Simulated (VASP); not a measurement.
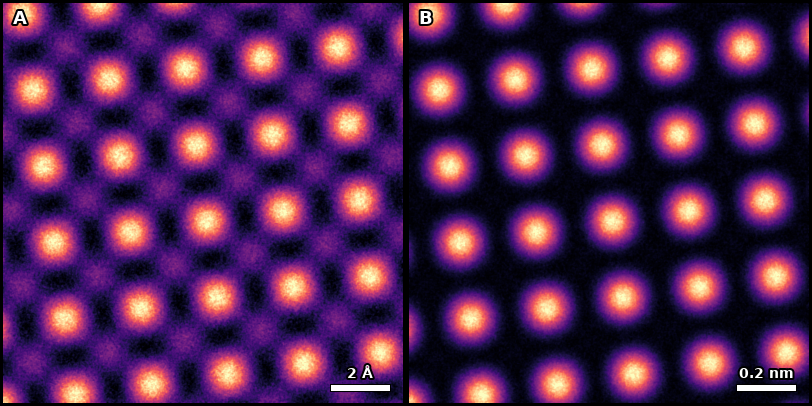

Two simulated images of the same area of CdF2 (Fm-3m, No. 225) along [001], with a probe of 1.30 Å. One is incoherent Z contrast (Z^1.8 per atom), the other the projected potential of neutral atoms blurred by the probe (iDPC-like, thin sample). Brightness is counted from the darkest point of the image. Shot noise was added. Structure used: an entry of the Crystallography Open Database, as set up for an electronic-structure calculation.

**Which panel is which, and how can one tell?**

B is the Z-contrast image and A the potential image. The columns of 2 F per repeat reach about 1 % of the brightest peak (1 Cd) in B but about 32 % in A, mainly since the potential grows much more slowly with atomic number. The F columns show clearly in A alone.
